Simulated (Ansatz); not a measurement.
## Single-point calculation of GaN

System: GaN (P6₃mc, 4 atoms in the cell).
Method: DFT LDA, scalar-relativistic, plane waves, PAW, no spin polarisation (Ansatz 0.2.0).

The structure derives from an entry of the Crystallography Open Database. Figures and captions count atoms from 1; the log counts them from 0 in places.

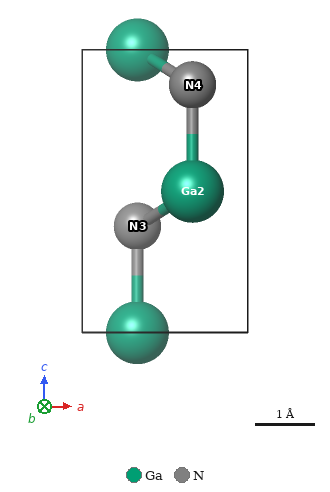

The input geometry (ball-and-stick view of the cell of the calculation, along the b axis; atoms are numbered from 1 in the order of the input). Near neighbours in the crystal (not all of them lie inside the picture): Ga has 4 N at 1.82 to 1.98 Å; N has 4 Ga at 1.82 to 1.98 Å.

### Key numbers

```csv
quantity,value
outcome,converged
space group (tolerance 0.01 Å),P6₃mc (186)
electrons treated,36
free energy,−8163.8397 eV
Fermi energy,10.809 eV
gap on the k-point mesh,2.03 eV
pressure,1.51 GPa
largest force (length of the vector),1.515 eV/Å
hardware,"1 thread of Arm Neoverse N1, 98 GiB of memory available, shared host"
wall time,21 s
peak memory,0.38 GiB
```

### The input
```yaml
crystal:
  lattice:
    - [3.262, 0.0, 0.0]
    - [-1.631, 2.8249748671, 0.0]
    - [0.0, 0.0, 4.83]
  atoms:
    - { symbol: Ga, position: [0.3333333333, 0.6666666667, 0.9992962937] }
    - { symbol: Ga, position: [0.6666666667, 0.3333333333, 0.4992962937] }
    - { symbol: "N", position: [0.3333333333, 0.6666666667, 0.3757037063] }
    - { symbol: "N", position: [0.6666666667, 0.3333333333, 0.8757037063] }
basis:
  ecutwfc: 520.0
kpoints:
  mp_grid: { grid: [12, 12, 6] }
hamiltonian:
  xc: lda
  pseudopotentials: { kind: paw }
scf:
  occupations: { method: gaussian, width: 0.05 }
output:
  forces: true
  stress: true
  eigenvalues: true
  write_density: true
  write_potential: true
  elf: true
  volumetric_format: npy
```

Command:
```bash
ansatz run input.yaml --threads 1 --pin off --max-ram 2048MiB --backend cpu --events-out ev --progress --plain --runs-dir out
```

### What the program printed
```
Engine: ansatz 0.2.0, aarch64-unknown-linux-gnu
Pseudopotentials: kind: paw
Pseudopotential: Ga, paw, valence charge 13, recommended cutoff 420 eV (normal), Ga.paw.azcp
Pseudopotential: N, paw, valence charge 5, recommended cutoff 420 eV (normal), N.paw.azcp
Functional definition: SPW92
  exchange = slater_x
  correlation = pw_c
Crystal: 4 atoms, lattice volume = 44.509 Å³
Basis set: ecut = 520 eV, 1181 PW (Γ)
Bands: 22, of which v1, the nominal top of the filled ones, is band 18 counted from 1 (17 counted from 0)
Symmetry: 12 space group operations
Space group: P63mc (ITA 186), of the structure as read, at distance tolerance 3.5e-5 Å
k-points: 76 of 864 (time reversal used)
Non-local potential: Ga, projectors of the file, l = 0: 2, l = 1: 2, l = 2: 3, l = 3: 1
Non-local potential: N, projectors of the file, l = 0: 2, l = 1: 2, l = 2: 1
PAW form: soft (Blöchl's): semilocal exchange-correlation on the pseudo side does not see the compensation charge
PAW frozen core: Ga, regenerated for the run's functional, and the local potential with it (the file was generated under x = pbe(κ = 0.804, μ = 0.2195149727645171), c = pbe(β = 0.06672455060314922))
PAW frozen core: N, regenerated for the run's functional, and the local potential with it (the file was generated under x = pbe(κ = 0.804, μ = 0.2195149727645171), c = pbe(β = 0.06672455060314922))
PAW one-centre angular grid: Ga, 590 points (default); XC on 64 Gauss nodes
PAW one-centre angular grid: N, 110 points (default); XC on 64 Gauss nodes
Initial density: superposition of atomic densities (neutral atoms: chi_scale 0, normalization atom), corrected by the library's trained network
Initial wavefunctions: pseudopotential atomic-orbital guess
Functional: x = slater, c = lda
SCF iter   1: F=—  HF=-8163.860718 eV  |F-HF|=—  |Δ(HF+E_count)|=         —  Δρ=1.30e-2  dr2=6.84e-2  ethr=1.77e-3  ⟨swp⟩=5.1  Hψ=6887  notcnv=0
preconditioner: auto → Resta (q_TF=auto, 2.634 Å⁻¹)  ε∞=5.1  [insulator: Δε(μ)=1.940 eV  Ē_g=16.575 eV  σ=0.050 eV  W_gap=1.00  n_scr=22 (ndim 8)  ℏωp=33.4 eV  f_vac=0.011  D(μ)=0.00/eV (n_scr^D=0)  ε∞_Penn≈5.1]
SCF iter   2: F=—  HF=-8163.840962 eV  |F-HF|=—  |Δ(HF+E_count)|=   1.98e-2  Δρ=3.75e-3  dr2=3.58e-3  ethr=1.90e-4  ⟨swp⟩=2.5  Hψ=3354  notcnv=0
SCF iter   3: F=—  HF=-8163.839893 eV  |F-HF|=—  |Δ(HF+E_count)|=   1.07e-3  Δρ=1.64e-3  dr2=5.26e-4  ethr=9.93e-6  ⟨swp⟩=1.4  Hψ=1742  notcnv=0
SCF iter   4: F=—  HF=-8163.839717 eV  |F-HF|=—  |Δ(HF+E_count)|=   1.76e-4  Δρ=2.84e-4  dr2=2.68e-5  ethr=1.46e-6  ⟨swp⟩=2.7  Hψ=3122  notcnv=0
SCF iter   5: F=—  HF=-8163.839694 eV  |F-HF|=—  |Δ(HF+E_count)|=   2.28e-5  Δρ=9.78e-5  dr2=2.04e-6  ethr=7.44e-8  ⟨swp⟩=2.0  Hψ=3038  notcnv=0
SCF iter   6: F=-8163.839695 eV  HF=-8163.839695 eV  |F-HF|=1.57e-8  |Δ(HF+E_count)|=   2.90e-7  Δρ=1.44e-5  dr2=8.50e-8  ethr=2.78e-10  ⟨swp⟩=6.1  Hψ=10598  notcnv=0
SCF 1 converged in 6 iterations: F = -8163.839695 eV  dr2 = 8.50e-8
  greatest PAW one-centre occupation: 0.996 electrons in one spin orbital (limit 2), on the Ga atom at site 1 (counted from 0), in its partial waves of l = 2
SCF converged after 6 iterations
Free energy (F): -8163.839695 eV
Harris-Foulkes:  -8163.839695 eV  (|F-HF|=1.57e-8)
Internal energy: -8163.839695 eV  (E = F + TS)
E sigma→0 (E₀):  -8163.839695 eV
Fermi energy:    10.809000 eV
--- Per-component energies (eV) ---
  E_band       = -12.566371
  E_kinetic    = 495.887355
  E_local      = -3887.958951  (includes V_loc(G=0)·N_el)
  E_nonlocal   = 956.523925
  E_hartree    = 1787.543016
  E_xc         = -256.344536
  E_vxc        = -269.261318  (∫ρ·V_xc dr)
  E_paw        = -4070.771992  (= ΣΔE_a)
  E_vpaw       = -882.859221  (= ΣTr[D̂ρ^β])
  E_aug_tail   = -0.000005  (compensation charges beyond the density's cutoff)
  E_ewald      = -3192.335554
  E_core_change = 3.617048  (= ΣΔE_core)
  E_smearing   = -0.000000  (= −TS)
  E_closure    = -0.000000  (closes the sum)
  Σ components = -8163.839695   (vs F -8163.839695, Δ=0.00e0)
--- Forces (eV/Å), atoms counted from 1 ---
  atom   1  Ga     0.00000000     0.00000000    -1.51450098
  atom   2  Ga    -0.00000000    -0.00000000    -1.51450098
  atom   3  N      0.00000000     0.00000000     1.51448466
  atom   4  N     -0.00000000    -0.00000000     1.51448466
  max |Σ_I F_I| component: 3.26e-5 eV/Å
--- Stress (GPa, compression-positive) ---
      -12.560073       0.000000      -0.000000
        0.000000     -12.560073       0.000000
       -0.000000       0.000000      29.650434
  P = ⅓ Tr σ = 1.5101 GPa (15.101 kbar)
--- Band table (eV; the first three rows and the last of 76) ---
  k-point 0: bands = ["-6.4195", "-5.4332", "-3.8862", "-3.8697", "-3.8697", "-3.7784", "-3.7784", "-3.6440", "-3.6440", "-3.5012", "-3.5012", "-1.6449", "2.5951", "8.1871", "8.1871", "9.6508", "9.6508", "9.7953", "11.8227", "13.1435", "18.7948", "18.7948"]
  k-point 1: bands = ["-6.3144", "-5.4467", "-3.8725", "-3.8711", "-3.8711", "-3.7911", "-3.7911", "-3.6275", "-3.6275", "-3.5048", "-3.5048", "-2.0942", "3.2487", "8.2811", "8.2811", "9.0823", "9.5499", "9.5499", "12.4337", "13.2655", "18.8056", "18.8056"]
  k-point 2: bands = ["-6.0387", "-5.5191", "-3.8677", "-3.8677", "-3.8206", "-3.8206", "-3.7894", "-3.5891", "-3.5891", "-3.5192", "-3.5192", "-2.8995", "4.6598", "7.7630", "8.5412", "8.5412", "9.2751", "9.2751", "13.3172", "13.5651", "18.8984", "18.9381"]
  k-point 75: bands = ["-5.3005", "-5.3005", "-3.7936", "-3.7936", "-3.7304", "-3.7304", "-3.6011", "-3.6011", "-3.5992", "-3.5992", "-1.7628", "-1.7628", "3.2401", "3.2401", "5.4574", "5.4574", "8.5670", "8.5670", "16.9841", "16.9841", "17.1994", "17.1994"]
```

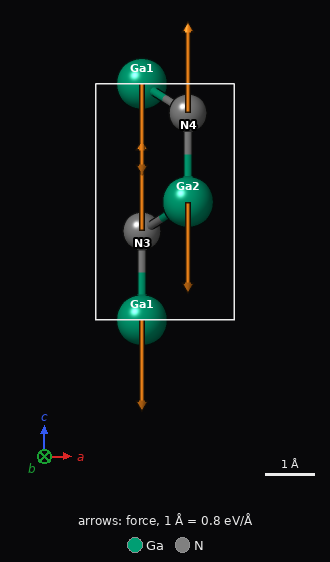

Forces on the atoms as orange arrows (ball-and-stick view of the cell of the calculation, along the b axis; atoms are numbered from 1 in the order of the input). The largest act on Ga1, Ga2 (1.51 eV/Å); N3, N4 (1.51 eV/Å). The geometry is not a stationary point of this energy.

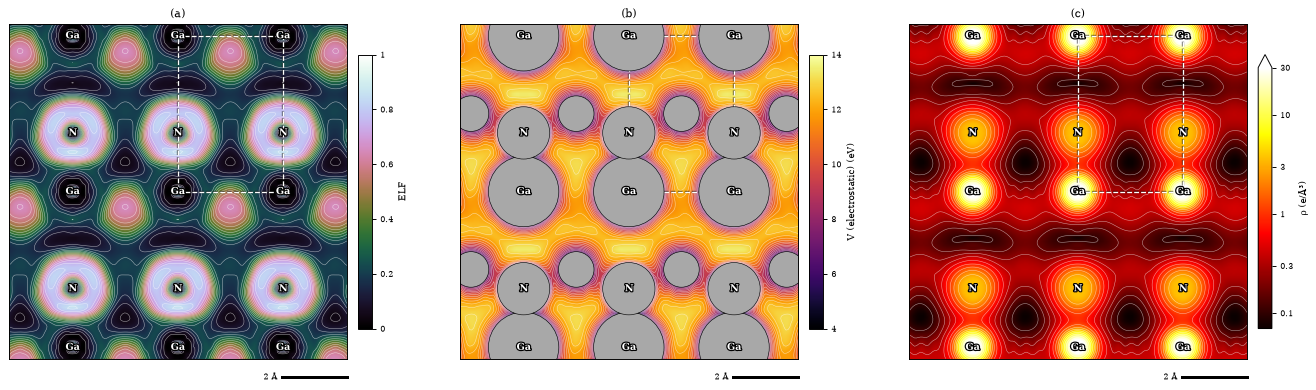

(a) electron localisation function; (b) electrostatic potential (local pseudopotential plus Hartree) felt by an electron; (c) valence charge density (pseudo) on the (010) plane of the conventional cell. Grey discs, where drawn, cover atomic cores. Atoms in the plane: Ga and N. Ga–N (1.82 Å): ρ is about 0.99 e/Å³ halfway; the ELF is about 0.55 at the midpoint. Away from the nuclei the density in this plane falls to 0.07 e/Å³ at its lowest. Outside the cores the potential energy rises away from the atoms and is highest about 1.2 Å from the nearest atoms; outside the discs it spans about 9 eV, and its zero is arbitrary. In a PAW calculation such maps are meaningful between the atoms, not at the nuclei.

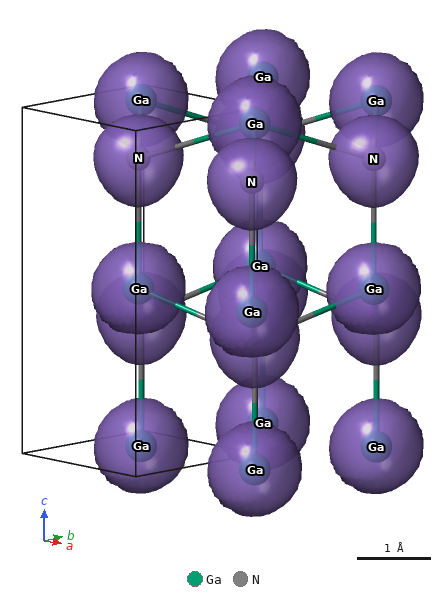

Isosurface of the valence electron density at 1.5 e/Å³ (purple), seen at an oblique angle. Sticks mark near contacts. The outline is the cell set on symmetry axes. At this value the density breaks into separate islands; it holds about 60 % of the electrons treated as valence (semicore included). It is pinched off along the Ga–N (1.82 Å) and Ga–N (1.98 Å) contacts. On the grid the lowest density along these lines, outside the cores, is 0.93 e/Å³ (Ga–N, 1.82 Å) and 0.69 e/Å³ (Ga–N, 1.98 Å).
